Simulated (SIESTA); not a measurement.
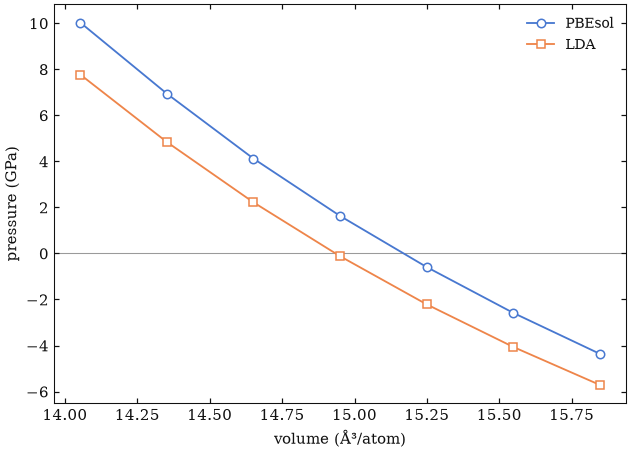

Method: DFT in numerical atomic orbitals with pseudopotentials, no spin polarisation; energies at scaled volumes of the given cell, shape and fractions fixed, counted from the fit's minimum, third-order Birch-Murnaghan fit (SIESTA 5.4.2). All runs: no spin polarisation.

- k mesh: 11×11×11
- occupations: Fermi–Dirac
- smearing width: 0.05 eV
- potentials: PseudoDojo 0.4 standard, converted to PSML, two zetas on semicore shells

Caption: Pressure against volume, with one curve for each functional, for Si (space group I4_1/amd).

The fitted equilibrium volumes, smallest first, are LDA 14.932, PBEsol 15.164 Å³/atom. The fitted bulk moduli, smallest first, are PBEsol 110.2, LDA 110.9 GPa. For PBEsol, the pressure falls from 10.03 GPa at volume 14.053 Å³/atom to −4.36 GPa at 15.847 Å³/atom, and changes sign near 15.17 Å³/atom. For LDA, the pressure falls from 7.77 GPa at volume 14.053 Å³/atom to −5.71 GPa at 15.847 Å³/atom, and changes sign near 14.93 Å³/atom.

Keep in mind: mulliken charges of long orbitals; shape and atomic fractions are frozen while scaling, which makes layered, chain and framework solids too stiff.
